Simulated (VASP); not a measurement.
Zr

The calculation's input:

```
SYSTEM = Zr
  PREC = Accurate
  ENCUT = 520
  EDIFF = 1E-7
  ISMEAR = 0
  SIGMA = 0.15
  LREAL = .False.
  LASPH = .True.
  NELM = 100
  ALGO = Fast
  ISIF = 2
  LWAVE = .False.
  LCHARG = .True.
  GGA = PS
  LELF = .True.
  LVHAR = .True.
  NBANDS = 12
```

Run with:

```sh
cat potpaw_PBE.64/Zr_sv/POTCAR > POTCAR
mpirun -np 1 vasp_std > vasp.out
```

Below, planes, directions and counts refer to the conventional cell (a = 3.05 Å, b = 3.33 Å, c = 4.51 Å, α = 90.00°, β = 90.00°, γ = 90.00°).

Space group Immm; changed on purpose from its base cell (strain +0.0875 x Voigt [0, 0, 0, 0, 0, 1], atoms carried along); computed pressure about −2 GPa in this cell.

Theory: VASP 6.6.1, Kohn-Sham DFT of a periodic cell, PBEsol, VASP PAW PBE potentials, recommended.

Q: Predict the valence pseudo-density and electron localisation function between the atoms.

A: Zr–Zr (3.19 Å): the density is about 0.18 e/Å³ at the midpoint; the ELF is about 0.20 at the midpoint (no shared electron pair shows on this line).
Zr–Zr (3.33 Å): ρ is about 0.15 e/Å³ halfway; the ELF is about 0.25 at the midpoint (no localised pair shows between them).

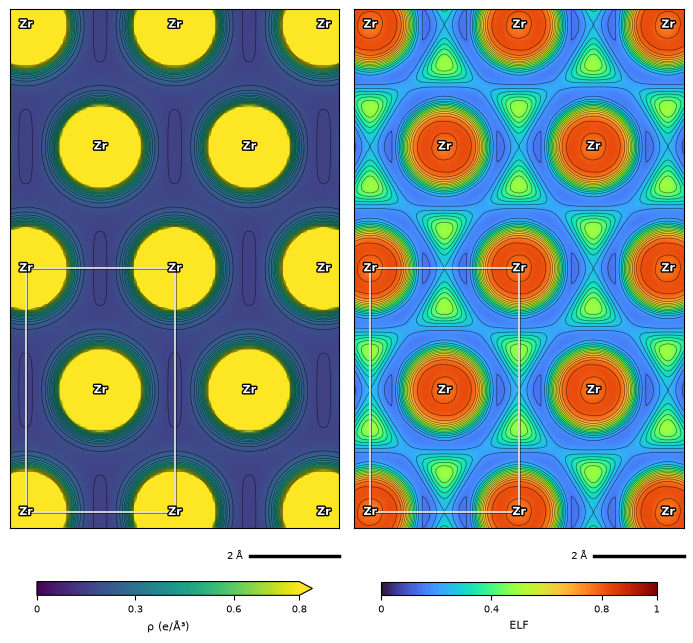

Computed valence pseudo-density and electron localisation function on the (101) plane of the conventional cell, in this order. 
